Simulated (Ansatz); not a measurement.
Ir (Im-3m, No. 229): the geometry relaxed with Ansatz 0.2.0, DFT, PBE, plane waves (420 eV) with PAW, scalar-relativistic; the starting structure was generated, so it need not be a known form of this composition.

```
Ir
1.0
     3.11240    0.00000    0.00000
     0.00000    3.11240    0.00000
     0.00000    0.00000    3.11240
Ir
2
Cartesian
  0.0000 0.0000 0.0000
  1.5562 1.5562 1.5562
```

What will a dark-field STEM-like image along [001] show? Simulated incoherent Z contrast: every atom adds Z^1.8 spread by a probe of 1.30 Å full width; channelling and multiple scattering are left out.

The columns repeat on a square net with a repeat of 2.20 Å (plane group p4mm). All columns are alike (Ir). The shortest distance between visible columns is 2.20 Å in projection. Along the beam the structure repeats every 3.11 Å.

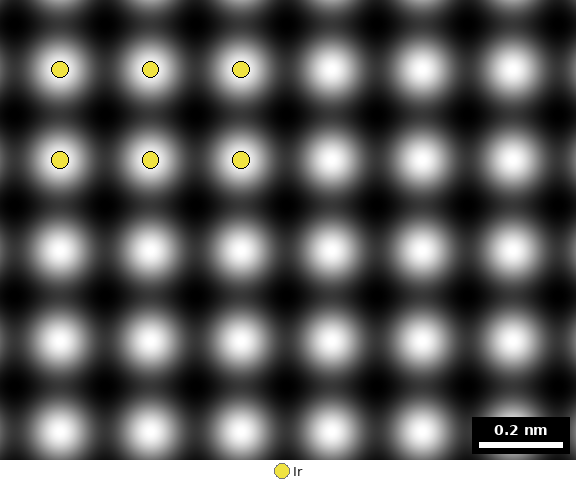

The simulated image, with the columns of the model marked in one corner.
